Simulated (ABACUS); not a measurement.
# MgS: 7 runs along one coordinate

System: MgS (F-43m, 2 atoms in the cell).
Method: Kohn-Sham DFT of a periodic cell, PBE, PseudoDojo NC SR 0.4.1 PBE standard, no spin polarisation (ABACUS 3.10.1).

The 7 runs differ only in the geometry, by an even scaling of the cell at fixed fractional positions. The structure derives from a Materials Project entry.

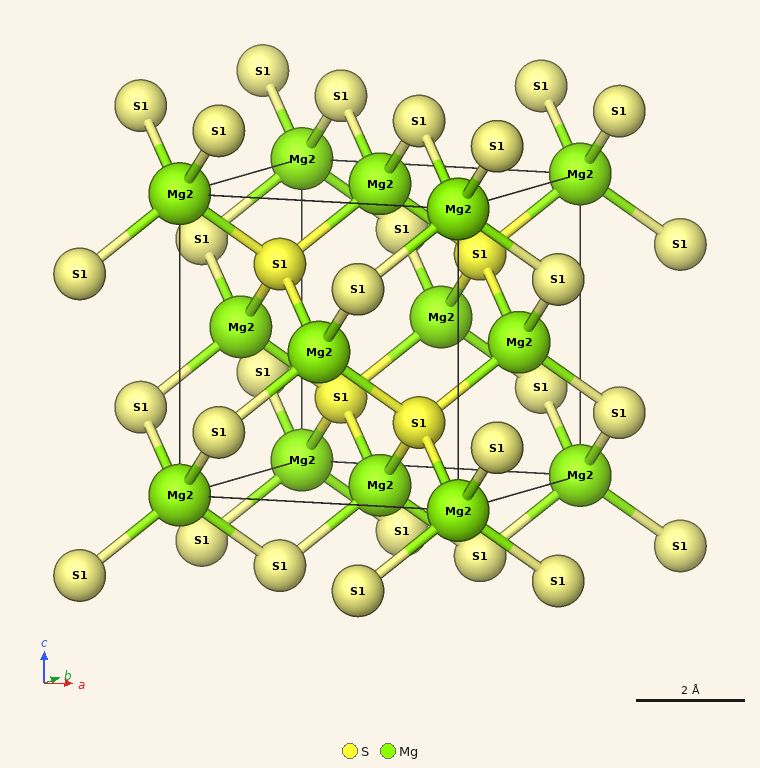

Figure 1. The structure of run 4 (ball-and-stick view of the cell 4 times as large as that of the calculation, set on its symmetry axes, seen slightly off an axis; neighbours outside the cell are drawn fainter; atoms are numbered from 1 in the order of the input).

## The input of run 4
```
INPUT_PARAMETERS
suffix              MgS
calculation         scf
basis_type          pw
pseudo_dir          ./
symmetry            1
dft_functional      pbe
ecutwfc             84
pseudo_rcut         10
nspin               1
nbands              12
ks_solver           dav
smearing_method     fd
smearing_sigma      0.00367493
scf_thr             1e-08
scf_nmax            100
mixing_type         broyden
mixing_beta         0.7
cal_force           1
cal_stress          1
kpar                4
```

## File STRU of run 4
```
ATOMIC_SPECIES
S 32.0600 S.upf
Mg 24.3050 Mg.upf

LATTICE_CONSTANT
1.8897261246

LATTICE_VECTORS
0.0000000000 2.8331200468 2.8331200468
2.8331200468 0.0000000000 2.8331200468
2.8331200468 2.8331200468 0.0000000000

ATOMIC_POSITIONS
Direct

S
0.0
1
0.2500000000 0.2500000000 0.2500000000 1 1 1

Mg
0.0
1
0.0000000000 0.0000000000 0.0000000000 1 1 1
```

## File KPT of run 4
```
K_POINTS
0
Gamma
8 8 8 0 0 0
```

Command:
```bash
OMP_NUM_THREADS=1 mpirun -np 4 abacus > log
```

Run 5 differs from it as follows:
```diff
-0.0000000000 2.8331200468 2.8331200468
-2.8331200468 0.0000000000 2.8331200468
-2.8331200468 2.8331200468 0.0000000000
+0.0000000000 2.8518829780 2.8518829780
+2.8518829780 0.0000000000 2.8518829780
+2.8518829780 2.8518829780 0.0000000000
```

## Results, with one run withheld

| run | volume per atom (Å³) | free energy per atom, from the lowest run given (meV) | pressure (GPa) | gap on the mesh (eV) |
| --- | --- | --- | --- | --- |
| 1 | 21.376 | 25.17 | 5.12 | 3.75 |
| 2 | 21.831 | 12.81 | 3.60 | 3.65 |
| 3 | 22.285 | 4.55 | 2.22 | 3.54 |
| 4 | 22.740 | 0.00 | 0.97 | 3.44 |
| 5 | 23.195 | ? | ? | ? |
| 6 | 23.650 | 0.65 | −1.17 | 3.25 |
| 7 | 24.105 | 5.25 | −2.09 | 3.16 |

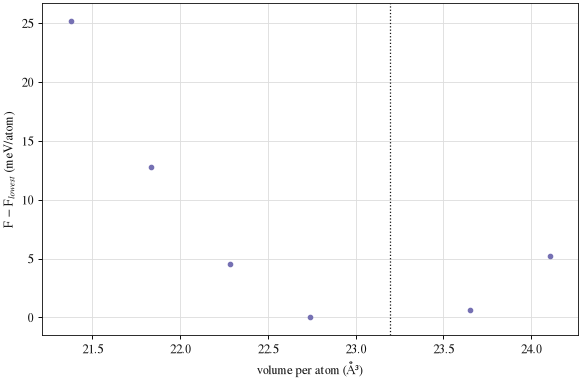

Figure 2. Free energy per atom of the runs given; the dotted line marks run 5.

What should run 5 give?

A cubic polynomial in V^(−2/3) (the Birch–Murnaghan form), fitted to the 6 runs given, misses them by at most 0.01 meV per atom. With x = V^(−2/3) − 0.12499 Å⁻², it reads F = 0.77866 + 2173.7 x + 5.9096e+05 x² + 1.024e+05 x³ (meV per atom). At run 5 it gives −1.20 meV per atom, and the run itself gives −1.19. The slope of the fit gives a pressure −dF/dV of −0.13 GPa there, and the run prints −0.15 GPa. The fit has its minimum at 23.139 Å³ per atom, where V d²F/dV² gives 55.1 GPa: the bulk modulus at this level, since symmetry fixes the shape and the positions. The gap on the mesh goes, without turning, from 3.75 eV in run 1 to 3.16 eV in run 7; run 5 has 3.34 eV. These are gaps of this functional on this mesh, which can miss the band edges; they aren't the measured gap.

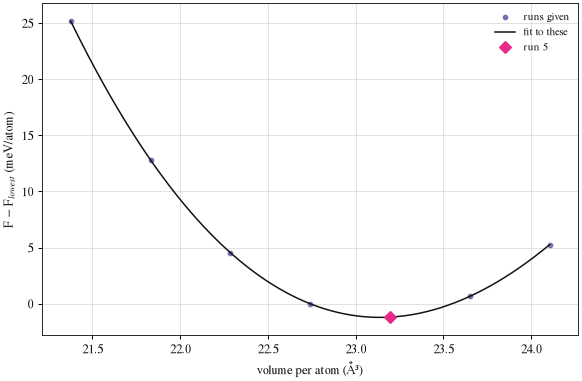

Figure 3. The fit and the withheld run.

## Some lines of the output (run 5)
```
[...]
                          Volume (Bohr^3) = 313.056
                             Volume (A^3) = 46.39
 E_Fermi        0.2999591722         4.0811539090
 E_Fermi        0.3158288155         4.2970714830
 E_Fermi        0.3167220443         4.3092244843
 E_Fermi        0.3216133288         4.3757738246
 E_Fermi        0.3222537272         4.3844868917
 E_Fermi        0.3223841718         4.3862616819
 E_KS(sigma->0) -141.0748993775      -1919.4224763101
 E_Fermi        0.3223855999         4.3862811115
 final etot is -1919.4224763 eV
 EFERMI = 4.3862811115 eV
 TOTAL-PRESSURE: -1.509270 KBAR
 !FINAL_ETOT_IS -1919.4224763100928612 eV
```
